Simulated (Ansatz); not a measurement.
**Single-point calculation of Zr$_{2}$N**

The run: single-point calculation of Zr$_{2}$N (6 atoms in the cell). Method and program: DFT r2SCAN, scalar-relativistic, plane waves, PAW, no spin polarisation (Ansatz 0.2.0).

The structure derives from a Materials Project entry. Figures and captions count atoms from 1; the log counts them from 0 in places.

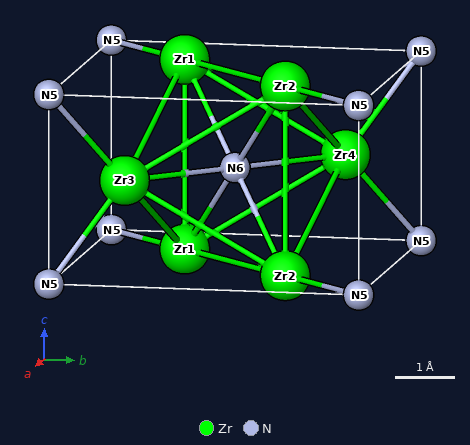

Fig. 1: The input geometry (ball-and-stick view of the cell of the calculation, seen slightly off an axis; atoms are numbered from 1 in the order of the input). An atom can appear more than once, as a periodic image. Near neighbours in the periodic cell (some may lie outside the picture): Zr has 3 N at 2.27 Å and 11 Zr at 3.12 to 3.30 Å; N has 6 Zr at 2.27 Å.

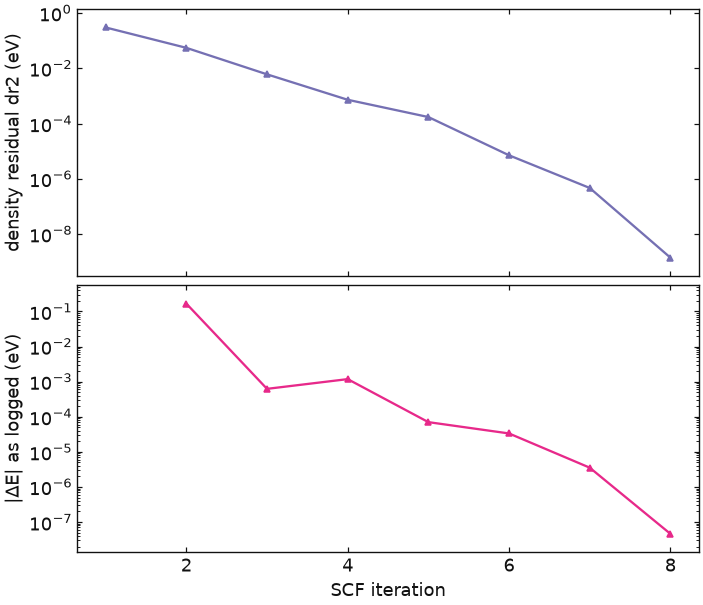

Fig. 2: Convergence of the self-consistent field: density residual dr2 and size of the energy change against the SCF iteration. The residual falls at every step.

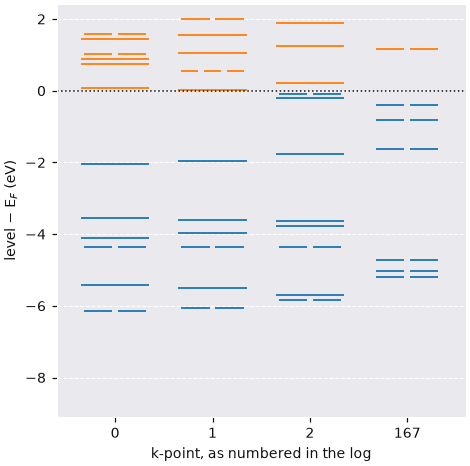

Fig. 3: Kohn–Sham levels near the Fermi level (dotted) at the few k-points that the log prints; levels within 0.02 eV of each other stand side by side. The system is metallic on the full mesh.

These pictures come from the run below.

**Input file**
```yaml
crystal:
  lattice:
    - [5.4170524551, 0.0, 0.0]
    - [0.0, 5.4170524551, 0.0]
    - [0.0, 0.0, 3.300444479]
  atoms:
    - { symbol: Zr, position: [0.2965720822, 0.2965720822, 0.0] }
    - { symbol: Zr, position: [0.7034279178, 0.7034279178, 0.0] }
    - { symbol: Zr, position: [0.7965720822, 0.2034279178, 0.5] }
    - { symbol: Zr, position: [0.2034279178, 0.7965720822, 0.5] }
    - { symbol: "N", position: [0.0, 0.0, 0.0] }
    - { symbol: "N", position: [0.5, 0.5, 0.5] }
basis:
  ecutwfc: 500
kpoints:
  mp_grid: { grid: [10, 10, 14] }
hamiltonian:
  xc: r2scan
scf:
  occupations: { method: gaussian, width: 0.15 }
output:
  forces: true
  stress: true
  eigenvalues: true
```

Launched with:
```bash
ansatz run input.yaml --threads 1 --pin off --max-ram 2560MiB --backend cpu --events-out ev --progress --plain --runs-dir out
```

**What the program printed**
```
Engine: ansatz 0.2.0, x86_64-unknown-linux-gnu
Pseudopotentials: kind: paw
Pseudopotential: Zr, paw, valence charge 12, recommended cutoff 500 eV (meta_gga), Zr.paw.azcp
Pseudopotential: N, paw, valence charge 5, recommended cutoff 500 eV (meta_gga), N.paw.azcp
Functional definition: r2SCAN
  parameter k0 = 0.174
  parameter k1 = 0.065
  parameter a1 = 4.9479
  exchange = r2scan_x(k0 = k0, k1 = k1, a1 = a1)
  correlation = r2scan_c
Crystal: 6 atoms, lattice volume = 96.850 Å³
Basis set: ecut = 500 eV, 2457 PW (Γ), exchange–correlation on 160×160×100 points (64 copies of the dense FFT grid, shifted against one another)
Bands: 35, of which v1, the nominal top of the filled ones, is band 29 counted from 1 (28 counted from 0)
Symmetry: 16 space group operations
Space group: P42/mnm (ITA 136), of the structure as read, at distance tolerance 4.6e-5 Å
k-points: 168 of 1400
Non-local potential: Zr, projectors of the file, l = 0: 3, l = 1: 2, l = 2: 2, l = 3: 2
Non-local potential: N, projectors of the file, l = 0: 2, l = 1: 2, l = 2: 1
PAW form: soft (Blöchl's): semilocal exchange-correlation on the pseudo side does not see the compensation charge
PAW frozen core: Zr, regenerated for the run's functional (the file was generated under x = pbe(κ = 0.804, μ = 0.2195149727645171), c = pbe(β = 0.06672455060314922))
PAW frozen core: N, regenerated for the run's functional (the file was generated under x = pbe(κ = 0.804, μ = 0.2195149727645171), c = pbe(β = 0.06672455060314922))
PAW one-centre angular grid: Zr, 590 points (default); XC on 160 Gauss nodes
PAW one-centre angular grid: N, 302 points (default); XC on 160 Gauss nodes
Initial density: superposition of atomic densities (neutral atoms: chi_scale 0, normalization atom), corrected by the library's trained network
Initial wavefunctions: pseudopotential atomic-orbital guess
Functional: x = r2scan, c = r2scan; τ floored in thin density (d = 2e-4 eV/Å³)
SCF iter   1: F=—  HF=-17557.898121 eV  |F-HF|=—  |Δ(HF+E_count)|=         —  Δρ=1.56e-2  dr2=3.04e-1  dr2_τ=2.74e-1  ethr=1.77e-3  ⟨swp⟩=4.6  Hψ=23457  notcnv=0
preconditioner: auto → Kerker (q_TF=auto, 2.505 Å⁻¹)  [metal: Δε(μ)=0.007 eV  Ē_g=7.260 eV  σ=0.150 eV  W_gap=0.03  n_scr=22 (ndim 8)  ℏωp=19.2 eV  f_vac=0.000  D(μ)=2.55/eV (n_scr^D=10)]
SCF iter   2: F=—  HF=-17558.065085 eV  |F-HF|=—  |Δ(HF+E_count)|=   1.67e-1  Δρ=7.72e-3  dr2=5.56e-2  dr2_τ=5.20e-3  ethr=5.24e-4  ⟨swp⟩=2.0  Hψ=10255  notcnv=0  defer=161
SCF iter   3: F=—  HF=-17558.064462 eV  |F-HF|=—  |Δ(HF+E_count)|=   6.23e-4  Δρ=2.88e-3  dr2=6.11e-3  dr2_τ=3.79e-4  ethr=9.59e-5  ⟨swp⟩=2.1  Hψ=7886  notcnv=0  defer=161
SCF iter   4: F=—  HF=-17558.065643 eV  |F-HF|=—  |Δ(HF+E_count)|=   1.18e-3  Δρ=8.04e-4  dr2=7.34e-4  dr2_τ=4.66e-5  ethr=1.05e-5  ⟨swp⟩=2.3  Hψ=8575  notcnv=0  defer=161
SCF iter   5: F=—  HF=-17558.065713 eV  |F-HF|=—  |Δ(HF+E_count)|=   7.02e-5  Δρ=3.45e-4  dr2=1.74e-4  dr2_τ=9.72e-6  ethr=1.27e-6  ⟨swp⟩=2.0  Hψ=7971  notcnv=0  defer=161
SCF iter   6: F=—  HF=-17558.065679 eV  |F-HF|=—  |Δ(HF+E_count)|=   3.34e-5  Δρ=6.29e-5  dr2=7.18e-6  dr2_τ=5.54e-8  ethr=2.99e-7  ⟨swp⟩=2.0  Hψ=7437  notcnv=0  defer=161
SCF iter   7: F=—  HF=-17558.065676 eV  |F-HF|=—  |Δ(HF+E_count)|=   3.54e-6  Δρ=1.77e-5  dr2=4.72e-7  dr2_τ=1.38e-8  ethr=1.24e-8  ⟨swp⟩=2.0  Hψ=8818  notcnv=0  defer=161
SCF iter   8: F=-17558.065676 eV  HF=-17558.065676 eV  |F-HF|=9.46e-10  |Δ(HF+E_count)|=   4.62e-8  Δρ=1.39e-6  dr2=1.42e-9  dr2_τ=2.22e-10  ethr=1.72e-10  ⟨swp⟩=9.7  Hψ=22830  notcnv=0
SCF 1 converged in 8 iterations: F = -17558.065676 eV  dr2 = 1.42e-9
  greatest PAW one-centre occupation: 0.990 electrons in one spin orbital (limit 2), on the Zr atom at site 1 (counted from 0), in its partial waves of l = 1
SCF converged after 8 iterations
Free energy (F): -17558.065676 eV
Harris-Foulkes:  -17558.065676 eV  (|F-HF|=9.46e-10)
Internal energy: -17558.036613 eV  (E = F + TS)
E sigma→0 (E₀):  -17558.051144 eV
Entropy (-TS):   -0.029063 eV (-4.844 meV/atom)
Fermi energy:    15.018865 eV
--- Per-component energies (eV) ---
  E_band       = -332.342157
  E_kinetic    = 1597.477333
  E_local      = -2736.355223  (includes V_loc(G=0)·N_el)
  E_nonlocal   = 403.139696
  E_hartree    = 861.147390
  E_xc         = -745.737745
  E_vxc        = -1017.968668  (∫ρ·V_xc dr)
  E_paw        = -12139.704292  (= ΣΔE_a)
  E_vpaw       = -360.199423  (= ΣTr[D̂ρ^β])
  E_aug_tail   = 0.000069  (compensation charges beyond the density's cutoff)
  E_vtau       = 59.268641  (kinetic-family band-sum trace: ∫τ·v_τ [+ j·A + Jᵃ·Aᵃ] dr)
  E_ewald      = -4797.285746
  E_core_change = -0.718096  (= ΣΔE_core)
  E_smearing   = -0.029063  (= −TS)
  E_closure    = -0.000000  (closes the sum)
  Σ components = -17558.065676   (vs F -17558.065676, Δ=0.00e0)
--- Forces (eV/Å), atoms counted from 1 ---
  atom   1  Zr    -0.01163343    -0.01163343    -0.00000000
  atom   2  Zr     0.01163343     0.01163343     0.00000000
  atom   3  Zr    -0.01163343     0.01163343    -0.00000000
  atom   4  Zr     0.01163343    -0.01163343     0.00000000
  atom   5  N      0.00000000     0.00000000     0.00000000
  atom   6  N     -0.00000000    -0.00000000    -0.00000000
  max |Σ_I F_I| component: 1.73e-18 eV/Å
--- Stress (GPa, compression-positive) ---
       -0.125709      -0.000000       0.000000
       -0.000000      -0.125709       0.000000
        0.000000       0.000000       0.235678
  P = ⅓ Tr σ = -0.0052 GPa (-0.052 kbar)
--- Band table (eV; the first three rows and the last of 168) ---
  k-point 0: bands = ["-35.4661", "-35.3200", "-35.3200", "-35.2600", "-13.6950", "-13.0964", "-12.9977", "-12.9977", "-12.7462", "-12.5688", "-12.4759", "-12.4759", "-12.3478", "-12.3443", "-12.3443", "-12.3173", "-1.3416", "0.2022", "8.8883", "8.8883", "9.6026", "10.6548", "10.6548", "10.9245", "11.4741", "12.9770", "15.1091", "15.7745", "15.9170", "16.0478", "16.0478", "16.4645", "16.6028", "16.6028", "17.4933"]
  k-point 1: bands = ["-35.4617", "-35.3182", "-35.3182", "-35.2606", "-13.6795", "-13.0849", "-12.9874", "-12.9874", "-12.7653", "-12.5780", "-12.5010", "-12.5010", "-12.3813", "-12.3486", "-12.3486", "-12.3250", "-1.3094", "0.1915", "8.9680", "8.9680", "9.5125", "10.6587", "10.6587", "11.0563", "11.4117", "13.0530", "15.0301", "15.5676", "15.5676", "15.5740", "16.0591", "16.5779", "17.0287", "17.0287", "17.5629"]
  k-point 2: bands = ["-35.4488", "-35.3129", "-35.3129", "-35.2627", "-13.6348", "-13.0512", "-12.9573", "-12.9573", "-12.8167", "-12.6087", "-12.5691", "-12.5691", "-12.4722", "-12.3633", "-12.3633", "-12.3482", "-1.2194", "0.1568", "9.1884", "9.1884", "9.3327", "10.6672", "10.6672", "11.2375", "11.3760", "13.2670", "14.8204", "14.9318", "14.9318", "15.2308", "16.2658", "16.9045", "17.5252", "17.5252", "17.7310"]
  k-point 167: bands = ["-35.3198", "-35.3198", "-35.2862", "-35.2862", "-13.4906", "-13.4906", "-13.1957", "-13.1957", "-12.6051", "-12.6051", "-12.5920", "-12.5920", "-12.5887", "-12.5887", "-12.4447", "-12.4447", "-0.5122", "-0.5122", "9.8217", "9.8217", "9.9971", "9.9971", "10.2920", "10.2920", "13.3849", "13.3849", "14.2070", "14.2070", "14.6306", "14.6306", "16.1711", "16.1711", "17.6720", "17.6720", "19.0784"]
```

**Results in brief**

- outcome: converged
- space group (tolerance 0.01 Å): P4₂/mnm (136)
- electrons treated: 58
- free energy: −17558.0657 eV
- Fermi energy: 15.019 eV
- gap on the k-point mesh: none (metallic)
- pressure: −0.01 GPa
- largest force (length of the vector): 0.016 eV/Å
- hardware: 1 thread of AMD EPYC (Zen 3), 32 GiB of memory available, shared host
- wall time: 82 s
- peak memory: 0.9 GiB
